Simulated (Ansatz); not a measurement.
Al3Ni5

```
Al Ni
1.0
     6.51016    0.00000    0.00000
     0.00000    7.30838    0.00000
     0.00000    0.00000    3.68289
Al Ni
6 10
Direct
  0.00000 0.50000 0.00000
  0.50000 0.00000 0.00000
  0.00000 0.21974 0.50000
  0.50000 0.71974 0.50000
  0.00000 0.78026 0.50000
  0.50000 0.28026 0.50000
  0.00000 0.00000 0.00000
  0.50000 0.50000 0.00000
  0.25000 0.25000 0.00000
  0.75000 0.75000 0.00000
  0.25000 0.75000 0.00000
  0.75000 0.25000 0.00000
  0.27677 0.00000 0.50000
  0.77677 0.50000 0.50000
  0.22323 0.50000 0.50000
  0.72323 0.00000 0.50000
```

Space group Cmmm; a structure from a database of computed crystals, not necessarily the ambient phase; computed without spin polarisation.

All numbers below come from DFT LDA, scalar-relativistic, plane waves, PAW in Ansatz 0.2.0.

Predict the valence pseudo-density and electron localisation function between the atoms.

Al–Ni (2.35 Å): ρ at the midpoint is about 0.38 e/Å³; the ELF is about 0.40 at the midpoint.

Metal or insulator at this level of theory?

It is gapless in this calculation (a metal or semimetal).

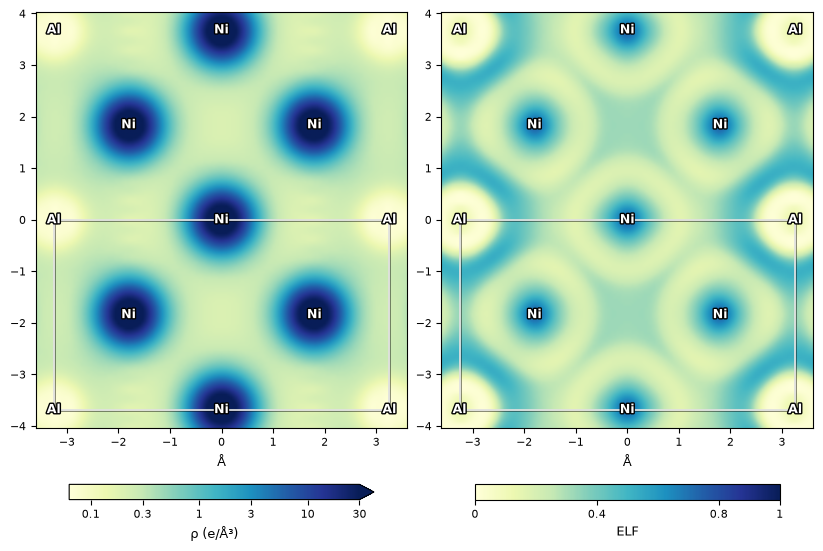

Computed valence pseudo-density and electron localisation function on the (010) plane of the conventional cell, in this order. 
